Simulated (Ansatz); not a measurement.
Al5Cu: geometry relaxation

- system: Al5Cu (P-3m1, 6 atoms in the cell)
- method: DFT PBE, scalar-relativistic, plane waves, PAW, no spin polarisation (Ansatz 0.2.0)

The structure was made by a generator, so it may or may not be a known phase. Figures and captions count atoms from 1; the log counts them from 0 in places.

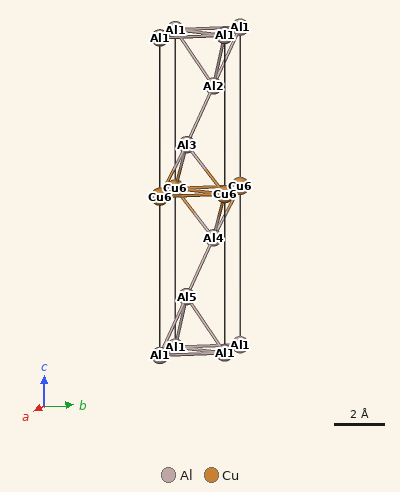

*The structure as given in the input (ball-and-stick view of the cell of the calculation, seen slightly off an axis; atoms are numbered from 1 in the order of the input). An atom can appear more than once, as a periodic image.*

Near neighbours in the periodic cell (some may lie outside the picture): Al has 12 Al at 2.75 to 2.76 Å; Al has 9 Al at 2.75 to 2.76 Å and 3 Cu at 2.54 Å; Cu has 6 Al at 2.54 Å and 6 Cu at 2.75 Å.

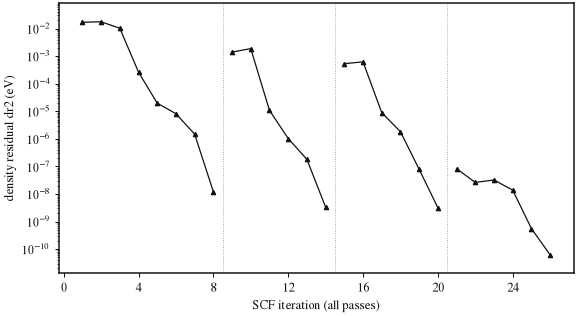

*Convergence of the self-consistent field: density residual dr2 against the SCF iteration. The dotted lines part the SCF passes of the relaxation: geometry steps, rejected trials and re-solves on a re-selected basis.*

The passes take 8, 6, 6 and 6 iterations.

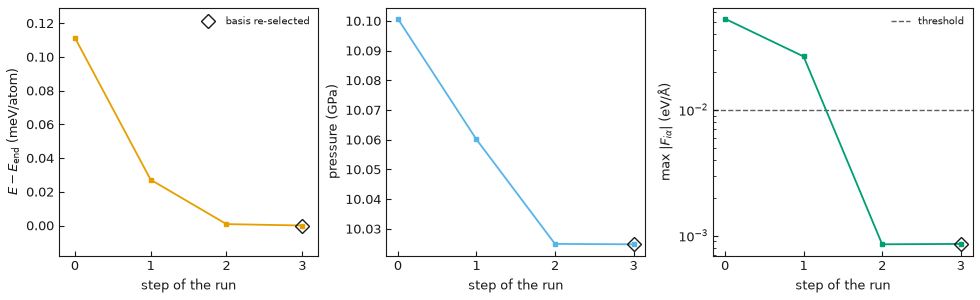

*Progress of the relaxation, step by step (the first geometry is step 0 here and step 1 in the log).*

The largest moves relative to the cell, 0.009 Å, are those of Al3 and Al4. Cu stays in place. Among the contacts that change: Al3–Cu6 2.538 → 2.546 Å. The space group stays P-3m1 (No. 164). After 2 geometry steps the energy has fallen by 0.1 meV per atom. The largest force component goes from 0.053 to 0.00086 eV/Å. Pressure: 10.10 GPa at the start and 10.02 GPa at the end. A last SCF at the same geometry on a re-selected plane-wave basis shifts the energy by next to nothing (0.0 meV per atom). (Atoms are counted from 1 in the order of the input.)

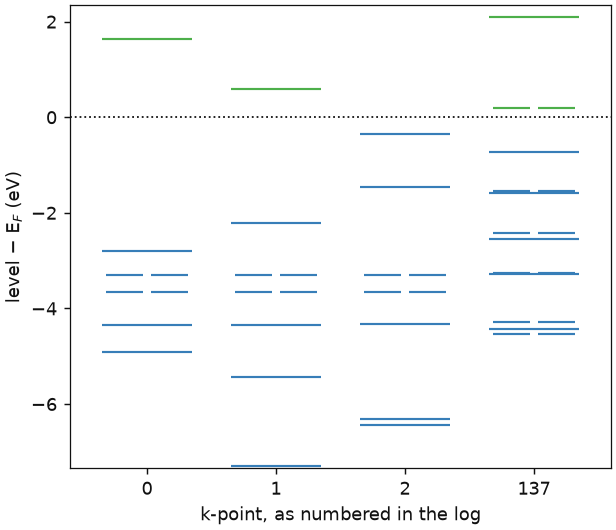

*Kohn–Sham levels near the Fermi level (dotted) at the few k-points that the log prints; levels within 0.02 eV of each other stand side by side.*

The system is metallic on the full mesh.

The input and output of the run follow.

### Input
```yaml
crystal:
  lattice:
    - [2.7512964682, -2.79e-08, 0.0]
    - [-1.3756482099, 2.3826926487, 0.0]
    - [0.0, 0.0, 13.0016833995]
  atoms:
    - { symbol: Al, position: [0.0, 0.0, 0.0] }
    - { symbol: Al, position: [0.3333333333, 0.6666666667, 0.8260272702] }
    - { symbol: Al, position: [0.6666666667, 0.3333333333, 0.6522270975] }
    - { symbol: Al, position: [0.3333333333, 0.6666666667, 0.3477729025] }
    - { symbol: Al, position: [0.6666666667, 0.3333333333, 0.1739727298] }
    - { symbol: Cu, position: [0.0, 0.0, 0.5] }
basis:
  ecutwfc: 420
kpoints:
  mp_grid: { grid: [18, 18, 4] }
hamiltonian:
  xc: pbe
scf:
  occupations: { method: gaussian, width: 0.1 }
output:
  forces: true
  stress: true
  eigenvalues: true
relax:
  adjacent_minimum: "off"
  f_tol: 0.01
  max_steps: 30
  cell: { stress_tol: 0.1, fix: [volume] }
```

Command:
```bash
ansatz run input.yaml --threads 4 --pin off --max-ram 8192MiB --backend cpu --events-out ev --progress --plain --runs-dir out
```

### Log
```
Engine: ansatz 0.2.0, aarch64-unknown-linux-gnu
Pseudopotentials: kind: paw
Pseudopotential: Al, paw, valence charge 3, recommended cutoff 420 eV (normal), Al.paw.azcp
Pseudopotential: Cu, paw, valence charge 19, recommended cutoff 420 eV (normal), Cu.paw.azcp
Functional definition: PBE
  parameter kappa = 0.804
  parameter beta = 0.06672455060314922
  exchange = pbe_x(kappa = kappa, mu = beta*pi^2/3)
  correlation = pbe_c(beta = beta)
Crystal: 6 atoms, lattice volume = 85.232 Å³
Basis set: ecut = 420 eV, 1681 PW (Γ), exchange–correlation on 40×40×180 points (8 copies of the dense FFT grid, shifted against one another)
Bands: 23, of which v1, the nominal top of the filled ones, is band 17 counted from 1 (16 counted from 0)
Symmetry: 12 space group operations
Space group: P-3m1 (ITA 164), of the structure as read, at distance tolerance 4.4e-5 Å
k-points: 138 of 1296
Non-local potential: Al, projectors of the file, l = 0: 2, l = 1: 2, l = 2: 1
Non-local potential: Cu, projectors of the file, l = 0: 3, l = 1: 2, l = 2: 3, l = 3: 1
PAW form: soft (Blöchl's): semilocal exchange-correlation on the pseudo side does not see the compensation charge
PAW one-centre angular grid: Al, 110 points (default); XC on 64 Gauss nodes
PAW one-centre angular grid: Cu, 590 points (default); XC on 64 Gauss nodes
Initial density: superposition of atomic densities (neutral atoms: chi_scale 0, normalization atom), corrected by the library's trained network
Initial wavefunctions: pseudopotential atomic-orbital guess
Functional: x = pbe(κ = 0.804, μ = 0.2195149727645171), c = pbe(β = 0.06672455060314922)
SCF iter   1: F=—  HF=-9312.667241 eV  |F-HF|=—  |Δ(HF+E_count)|=         —  Δρ=1.98e-3  dr2=1.70e-2  ethr=1.77e-3  ⟨swp⟩=7.1  Hψ=17508  notcnv=0  defer=5
preconditioner: auto → none  [metal: Δε(μ)=0.022 eV  Ē_g=7.679 eV  σ=0.100 eV  W_gap=0.12  n_scr=8 (ndim 8)  ℏωp=20.5 eV  f_vac=0.000  D(μ)=2.53/eV (n_scr^D=8)  sad-step TF]
SCF iter   2: F=—  HF=-9312.667158 eV  |F-HF|=—  |Δ(HF+E_count)|=   8.28e-5  Δρ=1.82e-3  dr2=1.77e-2  ethr=5.01e-5  ⟨swp⟩=1.0  Hψ=4282  notcnv=0  defer=6
SCF iter   3: F=—  HF=-9312.666767 eV  |F-HF|=—  |Δ(HF+E_count)|=   3.90e-4  Δρ=8.48e-4  dr2=1.03e-2  ethr=5.01e-5  ⟨swp⟩=1.5  Hψ=3165  notcnv=0  defer=6
SCF iter   4: F=—  HF=-9312.666195 eV  |F-HF|=—  |Δ(HF+E_count)|=   5.72e-4  Δρ=2.33e-4  dr2=2.64e-4  ethr=3.02e-5  ⟨swp⟩=1.4  Hψ=3089  notcnv=0  defer=6
SCF iter   5: F=—  HF=-9312.666183 eV  |F-HF|=—  |Δ(HF+E_count)|=   1.20e-5  Δρ=1.44e-4  dr2=1.97e-5  ethr=7.75e-7  ⟨swp⟩=1.4  Hψ=3110  notcnv=0  defer=6
SCF iter   6: F=—  HF=-9312.666143 eV  |F-HF|=—  |Δ(HF+E_count)|=   4.01e-5  Δρ=4.66e-5  dr2=8.20e-6  ethr=5.80e-8  ⟨swp⟩=1.8  Hψ=3524  notcnv=0  defer=6
SCF iter   7: F=—  HF=-9312.666143 eV  |F-HF|=—  |Δ(HF+E_count)|=   4.89e-7  Δρ=2.31e-5  dr2=1.48e-6  ethr=2.41e-8  ⟨swp⟩=2.0  Hψ=3908  notcnv=0  defer=6
SCF iter   8: F=-9312.666142 eV  HF=-9312.666142 eV  |F-HF|=1.02e-9  |Δ(HF+E_count)|=   1.56e-7  Δρ=4.40e-6  dr2=1.21e-8  ethr=2.94e-10  ⟨swp⟩=6.1  Hψ=14128  notcnv=0
SCF 1 converged in 8 iterations: F = -9312.666142 eV  dr2 = 1.21e-8
  greatest PAW one-centre occupation: 1.000 electrons in one spin orbital (limit 2), on the Cu atom at site 5 (counted from 0), in its partial waves of l = 0
relax step   1: F+E_penalty+E_count = -9312.66614244 eV  Δ(F+E_penalty+E_count) = +0.000e0 eV  max|allowed force component| = 5.301e-2 eV/Å  Δτ_max = 0.0000 Å  P = +10.101 GPa  Ω = 85.232 Å³  fix = [volume]  reactions: volume +10.101 GPa  (8 SCF iters, dr2 threshold 1.00e-7 eV, accepted)
Initial density: handed on by an earlier stage of this run
Initial wavefunctions: those handed on with the density
iter 1 solved again at ethr=4.15e-6 eV; its pass at ethr=3.10e-3 eV (dr2=1.41e-3 eV) is discarded
SCF iter   1: F=—  HF=-9312.666765 eV  |F-HF|=—  |Δ(HF+E_count)|=         —  Δρ=2.84e-4  dr2=1.41e-3  ethr=4.15e-6  ⟨swp⟩=1.1  Hψ=15772  notcnv=0
preconditioner: auto → none  [metal: Δε(μ)=0.016 eV  Ē_g=7.648 eV  σ=0.100 eV  W_gap=0.09  n_scr=8 (ndim 8)  ℏωp=20.5 eV  f_vac=0.000  D(μ)=2.49/eV (n_scr^D=8)]
SCF iter   2: F=—  HF=-9312.666811 eV  |F-HF|=—  |Δ(HF+E_count)|=   4.63e-5  Δρ=3.74e-4  dr2=1.88e-3  ethr=4.15e-6  ⟨swp⟩=1.5  Hψ=3550  notcnv=0
SCF iter   3: F=—  HF=-9312.666694 eV  |F-HF|=—  |Δ(HF+E_count)|=   1.18e-4  Δρ=8.25e-5  dr2=1.08e-5  ethr=4.15e-6  ⟨swp⟩=1.3  Hψ=3240  notcnv=0
SCF iter   4: F=—  HF=-9312.666648 eV  |F-HF|=—  |Δ(HF+E_count)|=   4.57e-5  Δρ=2.24e-5  dr2=1.03e-6  ethr=3.19e-8  ⟨swp⟩=1.4  Hψ=3410  notcnv=0
SCF iter   5: F=—  HF=-9312.666648 eV  |F-HF|=—  |Δ(HF+E_count)|=   8.29e-8  Δρ=1.05e-5  dr2=1.80e-7  ethr=3.03e-9  ⟨swp⟩=2.0  Hψ=3979  notcnv=0
SCF iter   6: F=-9312.666648 eV  HF=-9312.666648 eV  |F-HF|=4.78e-10  |Δ(HF+E_count)|=   3.49e-8  Δρ=2.29e-6  dr2=3.34e-9  ethr=5.16e-10  ⟨swp⟩=4.5  Hψ=10049  notcnv=0
SCF 2 converged in 6 iterations: F = -9312.666648 eV  dr2 = 3.34e-9
relax step   2: F+E_penalty+E_count = -9312.66664782 eV  Δ(F+E_penalty+E_count) = -5.054e-4 eV  max|allowed force component| = 2.658e-2 eV/Å  Δτ_max = 0.0046 Å  P = +10.060 GPa  Ω = 85.232 Å³  energy of the carried Pulay correction = +8.255e-16 eV  fix = [volume]  reactions: volume +10.060 GPa  (6 SCF iters, dr2 threshold 1.76e-7 eV, accepted)
iter 1 solved again at ethr=1.58e-6 eV; its pass at ethr=3.10e-3 eV (dr2=5.36e-4 eV) is discarded
SCF iter   1: F=—  HF=-9312.666880 eV  |F-HF|=—  |Δ(HF+E_count)|=         —  Δρ=2.22e-4  dr2=5.34e-4  ethr=1.58e-6  ⟨swp⟩=1.1  Hψ=15690  notcnv=0
preconditioner: auto → none  [metal: Δε(μ)=0.015 eV  Ē_g=7.645 eV  σ=0.100 eV  W_gap=0.09  n_scr=8 (ndim 8)  ℏωp=20.5 eV  f_vac=0.000  D(μ)=2.48/eV (n_scr^D=8)]
SCF iter   2: F=—  HF=-9312.666896 eV  |F-HF|=—  |Δ(HF+E_count)|=   1.68e-5  Δρ=2.69e-4  dr2=6.23e-4  ethr=1.57e-6  ⟨swp⟩=2.2  Hψ=4215  notcnv=0
SCF iter   3: F=—  HF=-9312.666851 eV  |F-HF|=—  |Δ(HF+E_count)|=   4.54e-5  Δρ=6.43e-5  dr2=8.94e-6  ethr=1.57e-6  ⟨swp⟩=1.3  Hψ=3281  notcnv=0
SCF iter   4: F=—  HF=-9312.666807 eV  |F-HF|=—  |Δ(HF+E_count)|=   4.44e-5  Δρ=3.06e-5  dr2=1.82e-6  ethr=2.63e-8  ⟨swp⟩=1.5  Hψ=3526  notcnv=0
SCF iter   5: F=—  HF=-9312.666806 eV  |F-HF|=—  |Δ(HF+E_count)|=   2.37e-7  Δρ=8.14e-6  dr2=7.86e-8  ethr=5.36e-9  ⟨swp⟩=1.7  Hψ=3586  notcnv=0
SCF iter   6: F=-9312.666806 eV  HF=-9312.666806 eV  |F-HF|=1.46e-11  |Δ(HF+E_count)|=   2.63e-9  Δρ=2.40e-6  dr2=3.17e-9  ethr=1.51e-10  ⟨swp⟩=4.2  Hψ=9616  notcnv=0
SCF 3 converged in 6 iterations: F = -9312.666806 eV  dr2 = 3.17e-9
relax step   3: F+E_penalty+E_count = -9312.66680636 eV  Δ(F+E_penalty+E_count) = -1.585e-4 eV  max|allowed force component| = 8.544e-4 eV/Å  Δτ_max = 0.0039 Å  P = +10.025 GPa  Ω = 85.232 Å³  energy of the carried Pulay correction = -3.498e-17 eV  fix = [volume]  reactions: volume +10.025 GPa  (6 SCF iters, dr2 threshold 5.15e-8 eV, accepted)
Initial wavefunctions: pseudopotential atomic-orbital guess (no wavefunctions were taken with the density)
iter 1 solved again at ethr=3.86e-7 eV; its pass at ethr=3.10e-3 eV (dr2=1.31e-4 eV) is discarded
SCF iter   1: F=—  HF=-9312.666840 eV  |F-HF|=—  |Δ(HF+E_count)|=         —  Δρ=6.58e-5  dr2=8.29e-8  ethr=3.86e-7  ⟨swp⟩=2.7  Hψ=23861  notcnv=0
eigensolver tolerance schedule: the retry pair's looser diagonalisation over-reported the residual by 1582.20 of it (diagonalisation noise at 0.25 of the residual, at the tolerance the schedule requests for it); recorded, not acted on — ethr = c·dr2/N_el stays at c = 1.0e-1
preconditioner: auto → none  [metal: Δε(μ)=0.014 eV  Ē_g=7.647 eV  σ=0.100 eV  W_gap=0.08  n_scr=8 (ndim 8)  ℏωp=20.5 eV  f_vac=0.000  D(μ)=2.49/eV (n_scr^D=8)]
SCF iter   2: F=—  HF=-9312.666809 eV  |F-HF|=—  |Δ(HF+E_count)|=   3.13e-5  Δρ=3.30e-5  dr2=2.63e-8  ethr=2.44e-10  ⟨swp⟩=2.0  Hψ=5549  notcnv=0
SCF iter   3: F=—  HF=-9312.666810 eV  |F-HF|=—  |Δ(HF+E_count)|=   1.64e-6  Δρ=7.35e-6  dr2=3.23e-8  ethr=7.73e-11  ⟨swp⟩=2.4  Hψ=4842  notcnv=0
SCF iter   4: F=—  HF=-9312.666811 eV  |F-HF|=—  |Δ(HF+E_count)|=   7.72e-8  Δρ=1.63e-6  dr2=1.38e-8  ethr=7.73e-11  ⟨swp⟩=1.7  Hψ=3721  notcnv=0
SCF iter   5: F=—  HF=-9312.666811 eV  |F-HF|=—  |Δ(HF+E_count)|=  7.95e-10  Δρ=5.28e-7  dr2=5.57e-10  ethr=4.06e-11  ⟨swp⟩=1.0  Hψ=3178  notcnv=0
SCF iter   6: F=-9312.666811 eV  HF=-9312.666811 eV  |F-HF|=2.91e-11  |Δ(HF+E_count)|=  6.00e-11  Δρ=2.38e-7  dr2=6.20e-11  ethr=1.00e-12  ⟨swp⟩=3.8  Hψ=8889  notcnv=0
SCF 4 converged in 6 iterations: F = -9312.666811 eV  dr2 = 6.20e-11
relax step   4: F+E_penalty+E_count = -9312.66681051 eV  Δ(F+E_penalty+E_count) = -4.152e-6 eV  max|allowed force component| = 8.602e-4 eV/Å  Δτ_max = 0.0000 Å  P = +10.025 GPa  Ω = 85.232 Å³  fix = [volume]  reactions: volume +10.025 GPa  stress off target by 1.39e-2 GPa on what of the cell is left free  SCF on the basis re-selected at this cell (its energy is not comparable with the rows above)  (6 SCF iters)
basis re-selected at this cell: Δ(F+E_penalty+E_count) = -4.152e-6 eV, ΔP = -0.000 GPa vs the last step (what re-selecting the basis moved, of the pressure what is left beyond the Pulay correction that the steps carried, after the strain that the cell walked since its last selection, with what the two solves' SCF thresholds leave and, on support functions, any second-order correction that the steps lacked; it is no measure of the basis error at this ecutwfc). This SCF's stress stands 1.39e-2 GPa from its target on what of the cell is left free (relax.cell.stress_tol is 1.00e-1 GPa) and its largest allowed force component is 8.60e-4 eV/Å (relax.f_tol is 1.00e-2 eV/Å): within both
SCF converged after 6 iterations
Free energy (F): -9312.666811 eV
Harris-Foulkes:  -9312.666811 eV  (|F-HF|=2.91e-11)
Internal energy: -9312.654375 eV  (E = F + TS)
E sigma→0 (E₀):  -9312.660593 eV
Entropy (-TS):   -0.012436 eV (-2.073 meV/atom)
Fermi energy:    10.316168 eV
--- Per-component energies (eV) ---
  E_band       = -415.291085
  E_kinetic    = 423.101550
  E_local      = -11088.345842  (includes V_loc(G=0)·N_el)
  E_nonlocal   = 440.407342
  E_hartree    = 5271.683190
  E_xc         = -292.551479
  E_vxc        = -266.023447  (∫ρ·V_xc dr)
  E_paw        = -3998.849985  (= ΣΔE_a)
  E_vpaw       = -467.797266  (= ΣTr[D̂ρ^β])
  E_aug_tail   = 0.000288  (compensation charges beyond the density's cutoff)
  E_ewald      = -68.099439
  E_smearing   = -0.012436  (= −TS)
  E_closure    = -0.000000  (closes the sum)
  Σ components = -9312.666811   (vs F -9312.666811, Δ=0.00e0)
--- Forces (eV/Å), atoms counted from 1 ---
  atom   1  Al     0.00000000     0.00000000     0.00000000
  atom   2  Al     0.00000000    -0.00000000     0.00065643
  atom   3  Al     0.00000000    -0.00000000    -0.00086017
  atom   4  Al    -0.00000000     0.00000000     0.00086017
  atom   5  Al    -0.00000000     0.00000000    -0.00065643
  atom   6  Cu     0.00000000     0.00000000     0.00000000
  max |Σ_I F_I| component: 1.16e-18 eV/Å
--- Stress (GPa, compression-positive) ---
       10.017826       0.000000      -0.000000
        0.000000      10.017826      -0.000000
       -0.000000      -0.000000      10.038724
  P = ⅓ Tr σ = 10.0248 GPa (100.248 kbar)
--- Band table (eV; the first three rows and the last of 138) ---
  k-point 0: bands = ["-103.1813", "-60.6516", "-60.4749", "-60.4749", "-1.4445", "-0.6933", "-0.3170", "1.9138", "2.3233", "5.4023", "5.9693", "6.6560", "6.6560", "7.0252", "7.0252", "7.5241", "11.9568", "12.9204", "18.8879", "19.7997", "22.0805", "22.0805", "22.1100"]
  k-point 1: bands = ["-103.1813", "-60.6516", "-60.4749", "-60.4749", "-1.4023", "-0.9069", "0.0020", "1.3215", "3.0150", "4.8745", "5.9779", "6.6560", "6.6560", "7.0252", "7.0252", "8.0995", "10.9001", "14.0834", "17.5433", "21.0918", "22.1102", "22.1102", "22.1144"]
  k-point 2: bands = ["-103.1813", "-60.6516", "-60.4749", "-60.4749", "-1.3353", "-1.0678", "0.3931", "0.8236", "3.8877", "4.0034", "5.9805", "6.6560", "6.6560", "7.0252", "7.0252", "8.8608", "9.9709", "15.3448", "16.2159", "22.0767", "22.1108", "22.1108", "22.1684"]
  k-point 137: bands = ["-103.1779", "-60.6472", "-60.4986", "-60.4986", "5.7893", "5.7893", "5.8833", "6.0328", "6.0328", "7.0263", "7.0613", "7.0613", "7.7765", "7.8893", "7.8893", "8.7245", "8.7830", "8.7830", "9.5935", "10.5140", "10.5140", "12.4233", "12.7131"]
--- Relaxed structure (3 steps of the walk, 3 accepted, 1 SCFs on fresh bases) ---
  F+E_penalty+E_count = -9312.66681051 eV   max|allowed force component| = 8.602e-4 eV/Å   (the final SCF, on the basis selected at the relaxed cell)
  cell:  # Å, volume = 85.2325 Å³
    - [2.7490737482853596, -2.789931904007265e-8, -5.5776520964059835e-33]
    - [-1.3745368499811608, 2.3807677168416883, -7.129440412764024e-20]
    - [-3.948181594699604e-27, -3.8903350650196297e-19, 13.022716507968369]
  atoms:
    - { symbol: Al, position: [4.1258317237978284e-35, 8.616251178138623e-35, 1.389822813927824e-20] }
    - { symbol: Al, position: [0.3333333333333333, 0.6666666666666666, 0.8264504926137103] }
    - { symbol: Al, position: [0.6666666666666667, 0.33333333333333337, 0.6528850218003861] }
    - { symbol: Al, position: [0.3333333333333333, 0.6666666666666666, 0.34711497819961384] }
    - { symbol: Al, position: [0.6666666666666667, 0.33333333333333337, 0.17354950738628971] }
    - { symbol: Cu, position: [1.0833355937178202e-34, -2.407412430484045e-35, 0.5] }
```

### Trajectory as extended XYZ (Å, eV, eV/Å), 4 frames, from step=1 to step=4
```
6
Lattice="2.7513 0.0000 0.0000 -1.3756 2.3827 0.0000 0.0000 0.0000 13.0017" Properties=species:S:1:pos:R:3:forces:R:3 step=1 energy=-9312.66614 pressure_GPa=10.10
Al    0.0000    0.0000    0.0000    0.0000   0.0000   0.0000
Al    0.0000    1.5885   10.7397    0.0000   0.0000   0.0100
Al    1.3756    0.7942    8.4801    0.0000   0.0000   0.0530
Al    0.0000    1.5885    4.5216    0.0000   0.0000  -0.0530
Al    1.3756    0.7942    2.2619    0.0000   0.0000  -0.0100
Cu    0.0000    0.0000    6.5008    0.0000   0.0000   0.0000
6
Lattice="2.7504 0.0000 0.0000 -1.3752 2.3819 0.0000 0.0000 0.0000 13.0105" Properties=species:S:1:pos:R:3:forces:R:3 step=2 energy=-9312.66665 pressure_GPa=10.06
Al    0.0000    0.0000    0.0000    0.0000   0.0000   0.0000
Al    0.0000    1.5879   10.7508    0.0000   0.0000  -0.0010
Al    1.3752    0.7940    8.4904    0.0000   0.0000   0.0266
Al    0.0000    1.5879    4.5201    0.0000   0.0000  -0.0266
Al    1.3752    0.7940    2.2597    0.0000   0.0000   0.0010
Cu    0.0000    0.0000    6.5052    0.0000   0.0000   0.0000
6
Lattice="2.7491 0.0000 0.0000 -1.3745 2.3808 0.0000 0.0000 0.0000 13.0227" Properties=species:S:1:pos:R:3:forces:R:3 step=3 energy=-9312.66681 pressure_GPa=10.02
Al    0.0000    0.0000    0.0000    0.0000   0.0000   0.0000
Al    0.0000    1.5872   10.7626    0.0000   0.0000   0.0007
Al    1.3745    0.7936    8.5023    0.0000   0.0000  -0.0009
Al    0.0000    1.5872    4.5204    0.0000   0.0000   0.0009
Al    1.3745    0.7936    2.2601    0.0000   0.0000  -0.0007
Cu    0.0000    0.0000    6.5114    0.0000   0.0000   0.0000
6
Lattice="2.7491 0.0000 0.0000 -1.3745 2.3808 0.0000 0.0000 0.0000 13.0227" Properties=species:S:1:pos:R:3:forces:R:3 step=4 energy=-9312.66681 pressure_GPa=10.02
Al    0.0000    0.0000    0.0000    0.0000   0.0000   0.0000
Al    0.0000    1.5872   10.7626    0.0000   0.0000   0.0007
Al    1.3745    0.7936    8.5023    0.0000   0.0000  -0.0009
Al    0.0000    1.5872    4.5204    0.0000   0.0000   0.0009
Al    1.3745    0.7936    2.2601    0.0000   0.0000  -0.0007
Cu    0.0000    0.0000    6.5114    0.0000   0.0000   0.0000
```

### Summary

```csv
quantity,value
outcome,converged
space group (tolerance 0.01 Å),P-3m1 (164)
electrons treated,34
free energy,−9312.6668 eV
Fermi energy,10.316 eV
gap on the k-point mesh,none (metallic)
pressure,10.02 GPa
final volume,85.23 Å³
largest force (length of the vector) at the end,0.001 eV/Å
final cell,"a = 2.749 Å, b = 2.749 Å, c = 13.023 Å, α = 90.00°, β = 90.00°, γ = 120.00°"
hardware,"4 threads of Arm Neoverse V2, 240 GiB of memory available, shared host"
wall time,14 s (CPU time 55 s)
peak memory,0.55 GiB
```

### Notes

The cell is under a pressure of 10.0 GPa at this level, so it is not at its equilibrium volume.
